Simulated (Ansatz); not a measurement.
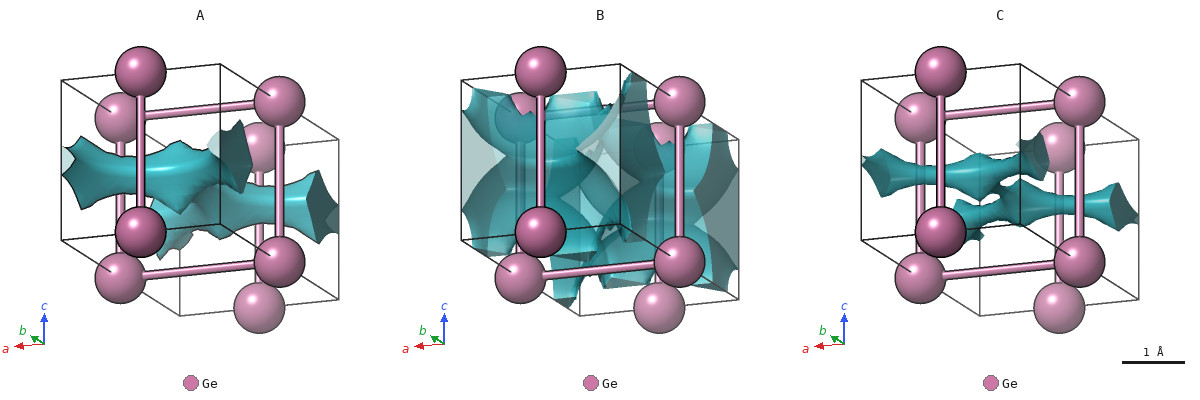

Three surfaces of the space that a probe's centre can reach in Ge in space group Cmmm, computed for probe radii of 0.10, 0.40, 0.50 Å, in shuffled order. Pale faces close the region where the drawn box cuts it.

The atoms' radii are touching radii (half the shortest distance): Ge 1.35 Å.

The cell is taken from the input geometry of an electronic-structure calculation (not necessarily at equilibrium).

```cif
data_structure
_symmetry_space_group_name_H-M 'P 1'
_symmetry_Int_Tables_number 1
_cell_length_a 2.7943
_cell_length_b 5.2010
_cell_length_c 2.6982
_cell_angle_alpha 90.000
_cell_angle_beta 90.000
_cell_angle_gamma 90.000
_cell_volume 39.21
loop_
_atom_site_label
_atom_site_type_symbol
_atom_site_fract_x
_atom_site_fract_y
_atom_site_fract_z
_atom_site_occupancy
Ge1 Ge 0.50000 0.00000 0.00000 1
Ge2 Ge 0.00000 0.50000 0.00000 1
```

Question: Which panel belongs to which radius, and what does each show?

Answer: B: 0.10 Å, a three-dimensional network, 36 % of the volume. A: 0.40 Å, a two-dimensional network in layers parallel to (001), 8.2 % of the volume. C: 0.50 Å, a two-dimensional network in layers parallel to (001), 3.7 % of the volume. The larger the probe, the smaller the space left to it.
